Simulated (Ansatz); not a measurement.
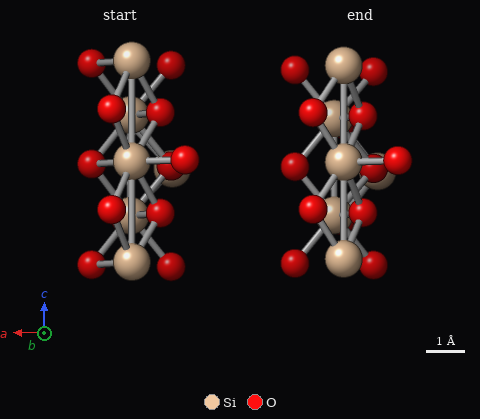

The structure of a wire of composition SiO$_{2}$ before (left) and after (right) a relaxation, at one scale.

Style: ball-and-stick. Shown: the atoms within 4.2 Å of the atom that moves most (axes of the 3 repeat of the cell, with the vacuum cut short), from a free direction.

Case: (6,6) tube.

Theory: Ansatz, DFT PBE, scalar-relativistic, plane waves, PAW. Set-up: plane-wave cutoff 420 eV; k-point mesh 1 × 1 × 17; occupations gaussian; smearing width 0.05 eV; no spin polarisation; cell relaxed at fixed a, b, alpha, beta, gamma; force threshold 0.02 eV/Å; at most 45 steps.

**What changed between the two?**

The energy falls by 10.564 eV per cell of the calculation in 9 accepted moves (11 points after the start). The largest force component goes from 1.7 to 0.0073 eV/Å. At 2 points the geometry stayed and the basis and grid were re-selected for the new cell (energy shift of 45.5 meV per cell of the calculation at most each time). The largest moves relative to the layer's centre, 1.05 Å, are those of O atoms. Largest moves by element: O 1.05 Å, Si 0.99 Å. Along the periodic axis the drawn cell goes c 8.095 → 7.774 Å (−4.0 %). Among the contacts that change: O–Si 1.932 → 2.911 Å, Si–Si 2.675 → 3.071 Å, O–Si 1.841 → 1.675 Å, Si–Si 2.698 → 2.591 Å. Bonds break: O–Si (1.93 → 2.91 Å). Bond angles that change, for instance: Si–O–Si 102.5° → 117.7°, Si–O–Si 99.2° → 89.0°, Si–O–Si 94.3° → 101.4°. The run took 3.1 min on 8 threads of Intel(R) Xeon(R) 6975P-C (Granite Rapids) (shared host), peak memory 5.7 GiB.
